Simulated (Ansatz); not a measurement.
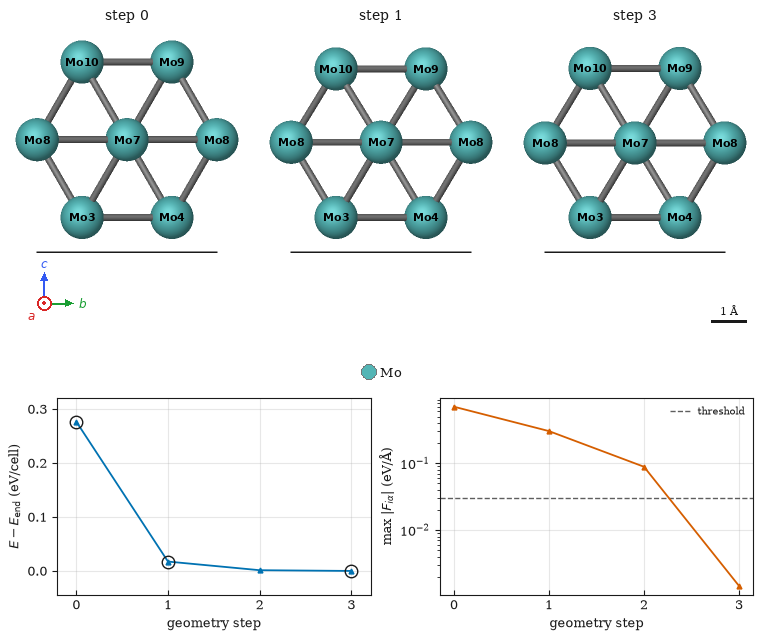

Frames of a constrained relaxation of a slab of composition Mo (cut from the Im-3m phase), marked on the history of the run. The picture is a ball-and-stick view of the cell of the calculation, outlined in the plane, without the vacuum, seen along the a axis.

Case: clean slab, lower planes held. The slab is the (1 1 0) face of Mo. 4 atoms are held fixed.

Method: DFT PBE, scalar-relativistic, plane waves, PAW in Ansatz. Set-up: plane-wave cutoff 420 eV; k-point mesh 4 × 4 × 1; occupations gaussian; smearing width 0.1 eV; no spin polarisation; dipole correction; atoms relaxed in a fixed cell; force threshold 0.03 eV/Å; at most 70 steps.

**What happens along the run?**

The largest moves, 0.19 Å, are those of Mo atoms. The cell stays as it was. Some distances before and after: Mo–Mo 2.737 → 2.662 Å. Bond angles that change, for instance: Mo–Mo–Mo 70.5° → 72.8°. After 3 geometry steps the energy has fallen by 0.277 eV per cell of the calculation. The largest force component goes from 0.7 to 0.0015 eV/Å. The run took 35 s on 4 threads of Arm Neoverse V2 (shared host), peak memory 1.4 GiB. From step 0 to 1: Mo atoms move most (0.20 Å), energy −0.259 eV per cell of the calculation. From step 1 to 3: Mo atoms move most (0.02 Å), energy −17.4 meV per cell of the calculation.

| step | E − E(0), meV/atom | largest force component, eV/Å |
| --- | --- | --- |
| 0 | 0.00 | 0.7036 |
| 1 | -21.61 | 0.3035 |
| 2 | -22.94 | 0.0888 |
| 3 | -23.06 | 0.0015 |
